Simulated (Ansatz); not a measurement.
**What a change does: single-point calculation on BN**

System: BN (4 atoms in the cell).
Method of run A: DFT, PBE, plane waves, PAW, no spin polarisation (Ansatz 0.2.0).

The structure was built on a prototype by a generator. The geometry comes from this level: r2SCAN (a point of a series of volumes). Text and figures count atoms from 1; the logs count them from 0 in places.

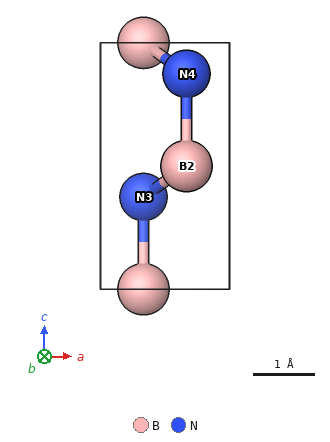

**Figure 1.** The input geometry (ball-and-stick view of the cell of the calculation, along the b axis; atoms are numbered from 1 in the order of the input). Near neighbours in the crystal (not all of them lie inside the picture): B has 4 N at 1.52 to 1.53 Å; N has 4 B at 1.52 to 1.53 Å.

The input, run A:
```yaml
crystal:
  lattice:
    - [2.4742173414, 0.0, 0.0]
    - [-1.2371086707, 2.1427350721, 0.0]
    - [0.0, 0.0, 4.0924741727]
  atoms:
    - { symbol: B, position: [0.3333333333, 0.6666666667, 0.0002034648] }
    - { symbol: B, position: [0.6666666667, 0.3333333333, 0.5002034648] }
    - { symbol: "N", position: [0.3333333333, 0.6666666667, 0.3747965352] }
    - { symbol: "N", position: [0.6666666667, 0.3333333333, 0.8747965352] }
kpoints:
  mp_grid: { grid: [6, 6, 2] }
hamiltonian:
  xc: pbe
scf:
  occupations: { method: fermi_dirac, width: 0.02 }
  n_extra_bands: 5
output:
  forces: true
  stress: true
  eigenvalues: true
basis:
  ecutwfc: 260
```

Command:
```bash
ansatz run input.yaml --threads 2 --pin off --max-ram 2764MiB --backend cpu --events-out ev --progress --plain --runs-dir out
```

Hardware: 2 threads of Arm Neoverse V1, 24 GiB of memory available, shared host.

Output, shortened to warnings, some set-up lines, iterations and results (run A):
```
Warning: basis.ecutwfc = 260 eV is below the records' recommended 420 eV, and the density's cutoff is lower with it unless basis.ecutrho_ratio is high enough to keep the records' density cutoff: compare with a run at a higher cutoff
Basis set: ecut = 260 eV, 209 PW (Γ), exchange–correlation on 30×30×48 points (8 copies of the dense FFT grid, shifted against one another)
Symmetry: 12 space group operations
k-points: 14 of 72
Initial density: superposition of atomic densities (neutral atoms: chi_scale 0, normalization atom), corrected by the library's trained network
[...]
SCF iter   1: F=—  HF=-1082.519118 eV  |F-HF|=—  |Δ(HF+E_count)|=         —  Δρ=3.30e-2  dr2=7.84e-2  ethr=1.77e-3  ⟨swp⟩=5.4  Hψ=1004  notcnv=0
SCF iter   2: F=—  HF=-1082.504998 eV  |F-HF|=—  |Δ(HF+E_count)|=   1.41e-2  Δρ=1.24e-2  dr2=9.48e-3  ethr=4.90e-4  ⟨swp⟩=2.7  Hψ=445  notcnv=0  defer=13
SCF iter   3: F=—  HF=-1082.507672 eV  |F-HF|=—  |Δ(HF+E_count)|=   2.67e-3  Δρ=5.69e-3  dr2=1.16e-3  ethr=5.93e-5  ⟨swp⟩=2.6  Hψ=306  notcnv=0  defer=13
SCF iter   4: F=—  HF=-1082.508909 eV  |F-HF|=—  |Δ(HF+E_count)|=   1.24e-3  Δρ=3.16e-4  dr2=7.87e-6  ethr=7.28e-6  ⟨swp⟩=2.9  Hψ=334  notcnv=0  defer=13
SCF iter   5: F=—  HF=-1082.508943 eV  |F-HF|=—  |Δ(HF+E_count)|=   3.37e-5  Δρ=2.98e-5  dr2=6.84e-8  ethr=4.92e-8  ⟨swp⟩=2.4  Hψ=280  notcnv=0  defer=13
SCF iter   6: F=-1082.508943 eV  HF=-1082.508943 eV  |F-HF|=5.28e-10  |Δ(HF+E_count)|=   4.71e-8  Δρ=3.85e-6  dr2=1.37e-9  ethr=4.28e-10  ⟨swp⟩=5.4  Hψ=775  notcnv=0
SCF 1 converged in 6 iterations: F = -1082.508943 eV  dr2 = 1.37e-9
SCF converged after 6 iterations
Free energy (F): -1082.508943 eV
Harris-Foulkes:  -1082.508943 eV  (|F-HF|=5.28e-10)
Internal energy: -1082.508943 eV  (E = F + TS)
E sigma→0 (E₀):  -1082.508943 eV
Fermi energy:    15.339303 eV
--- Per-component energies (eV) ---
  E_band       = 68.668957
  E_kinetic    = 387.061188
  E_local      = -332.099980  (includes V_loc(G=0)·N_el)
  E_nonlocal   = 108.508781
  E_hartree    = 93.688539
  E_xc         = -191.567937
  E_vxc        = -238.551279  (∫ρ·V_xc dr)
  E_paw        = -411.646346  (= ΣΔE_a)
  E_vpaw       = -43.629874  (= ΣTr[D̂ρ^β])
  E_aug_tail   = 0.002821  (compensation charges beyond the density's cutoff)
  E_ewald      = -736.456009
  E_smearing   = -0.000000  (= −TS)
  E_closure    = -0.000000  (closes the sum)
  Σ components = -1082.508943   (vs F -1082.508943, Δ=0.00e0)
--- Forces (eV/Å), atoms counted from 1 ---
  atom   1  B      0.00000000    -0.00000000     0.06656795
  atom   2  B      0.00000000     0.00000000     0.06656795
  atom   3  N      0.00000000     0.00000000    -0.06654577
  atom   4  N      0.00000000    -0.00000000    -0.06654577
  max |Σ_I F_I| component: 4.44e-5 eV/Å
--- Stress (GPa, compression-positive) ---
       54.665198       0.000000       0.000000
        0.000000      54.665198       0.000000
       -0.000000       0.000000      59.781069
  P = ⅓ Tr σ = 56.3705 GPa (563.705 kbar)
```

For run B the input was changed thus:
```diff
-    - [2.4742173414, 0.0, 0.0]
-    - [-1.2371086707, 2.1427350721, 0.0]
-    - [0.0, 0.0, 4.0924741727]
+    - [2.5095680795, 0.0, 0.0]
+    - [-1.2547840398, 2.1733497093, 0.0]
+    - [0.0, 0.0, 4.1509459893]
```

What does this change do to the results?

With the same functional and potentials, run B lies 64.3 meV per atom lower. The gap on the mesh goes from 5.06 to 5.19 eV. The pressure goes from 56.37 to 30.88 GPa. The largest force goes from 0.067 to 0.023 eV/Å. The volume per atom goes from 5.42 to 5.66 Å³. The cell is scaled evenly with the atoms at fixed fractional positions, so −ΔP/Δ ln V estimates the bulk modulus midway between the two volumes: about 600 GPa. The number of SCF iterations is the same. The plane waves at Γ go from 209 to 233.

Output, shortened to warnings, some set-up lines, iterations and results (run B):
```
Warning: basis.ecutwfc = 260 eV is below the records' recommended 420 eV, and the density's cutoff is lower with it unless basis.ecutrho_ratio is high enough to keep the records' density cutoff: compare with a run at a higher cutoff
Basis set: ecut = 260 eV, 233 PW (Γ), exchange–correlation on 30×30×48 points (8 copies of the dense FFT grid, shifted against one another)
Symmetry: 12 space group operations
k-points: 14 of 72
Initial density: superposition of atomic densities (neutral atoms: chi_scale 0, normalization atom), corrected by the library's trained network
[...]
SCF iter   1: F=—  HF=-1082.773389 eV  |F-HF|=—  |Δ(HF+E_count)|=         —  Δρ=3.11e-2  dr2=7.32e-2  ethr=1.77e-3  ⟨swp⟩=5.4  Hψ=966  notcnv=0
SCF iter   2: F=—  HF=-1082.762100 eV  |F-HF|=—  |Δ(HF+E_count)|=   1.13e-2  Δρ=1.19e-2  dr2=9.65e-3  ethr=4.57e-4  ⟨swp⟩=2.6  Hψ=437  notcnv=0  defer=14
SCF iter   3: F=—  HF=-1082.764598 eV  |F-HF|=—  |Δ(HF+E_count)|=   2.50e-3  Δρ=5.62e-3  dr2=1.17e-3  ethr=6.03e-5  ⟨swp⟩=2.6  Hψ=306  notcnv=0  defer=14
SCF iter   4: F=—  HF=-1082.765927 eV  |F-HF|=—  |Δ(HF+E_count)|=   1.33e-3  Δρ=5.40e-4  dr2=1.10e-5  ethr=7.34e-6  ⟨swp⟩=2.9  Hψ=334  notcnv=0  defer=14
SCF iter   5: F=—  HF=-1082.765983 eV  |F-HF|=—  |Δ(HF+E_count)|=   5.55e-5  Δρ=4.17e-5  dr2=1.26e-7  ethr=6.86e-8  ⟨swp⟩=2.8  Hψ=298  notcnv=0  defer=14
SCF iter   6: F=-1082.765983 eV  HF=-1082.765983 eV  |F-HF|=3.04e-10  |Δ(HF+E_count)|=   1.35e-7  Δρ=3.51e-6  dr2=1.47e-9  ethr=6.25e-10  ⟨swp⟩=7.9  Hψ=837  notcnv=0
SCF 1 converged in 6 iterations: F = -1082.765983 eV  dr2 = 1.47e-9
SCF converged after 6 iterations
Free energy (F): -1082.765983 eV
Harris-Foulkes:  -1082.765983 eV  (|F-HF|=3.04e-10)
Internal energy: -1082.765983 eV  (E = F + TS)
E sigma→0 (E₀):  -1082.765983 eV
Fermi energy:    14.635720 eV
--- Per-component energies (eV) ---
  E_band       = 60.656975
  E_kinetic    = 381.557941
  E_local      = -340.514232  (includes V_loc(G=0)·N_el)
  E_nonlocal   = 107.811063
  E_hartree    = 95.831452
  E_xc         = -190.216052
  E_vxc        = -236.781187  (∫ρ·V_xc dr)
  E_paw        = -411.156898  (= ΣΔE_a)
  E_vpaw       = -43.082650  (= ΣTr[D̂ρ^β])
  E_aug_tail   = 0.002751  (compensation charges beyond the density's cutoff)
  E_ewald      = -726.082007
  E_smearing   = -0.000000  (= −TS)
  E_closure    = 0.000000  (closes the sum)
  Σ components = -1082.765983   (vs F -1082.765983, Δ=0.00e0)
--- Forces (eV/Å), atoms counted from 1 ---
  atom   1  B      0.00000000     0.00000000     0.02290233
  atom   2  B      0.00000000    -0.00000000     0.02290233
  atom   3  N      0.00000000     0.00000000    -0.02288587
  atom   4  N      0.00000000    -0.00000000    -0.02288587
  max |Σ_I F_I| component: 3.29e-5 eV/Å
--- Stress (GPa, compression-positive) ---
       28.913547       0.000000       0.000000
        0.000000      28.913547       0.000000
        0.000000       0.000000      34.827000
  P = ⅓ Tr σ = 30.8847 GPa (308.847 kbar)
```

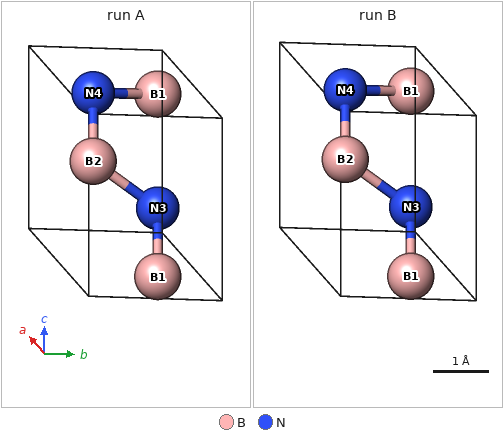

**Figure 2.** The two input geometries at one scale (ball-and-stick view of the cell of the calculation, seen at an oblique angle). No atom moves by more than 0.005 Å relative to the cell. Cell: a = b 2.474 → 2.510 Å (+1.4 %), c 4.092 → 4.151 Å (+1.4 %). Volume +4.3 %. Among the contacts that change: B1–N3 1.533 → 1.555 Å, B1–N4 1.518 → 1.540 Å.

The two runs side by side:

| quantity | run A | run B |
| --- | --- | --- |
| outcome | converged | converged |
| free energy per atom (eV) | −270.6272 | −270.6915 |
| gap on the mesh (eV) | 5.06 | 5.19 |
| pressure (GPa) | 56.37 | 30.88 |
| volume per atom (Å³) | 5.42 | 5.66 |
| largest force (eV/Å) | 0.067 | 0.023 |
| SCF iterations | 6 | 6 |
| irreducible k-points | 14 | 14 |
| plane waves at Γ | 209 | 233 |

For both runs: Warnings: the cutoff is below the recommended one. The k-point mesh is coarse for a cell of this size, so the results may not be converged.
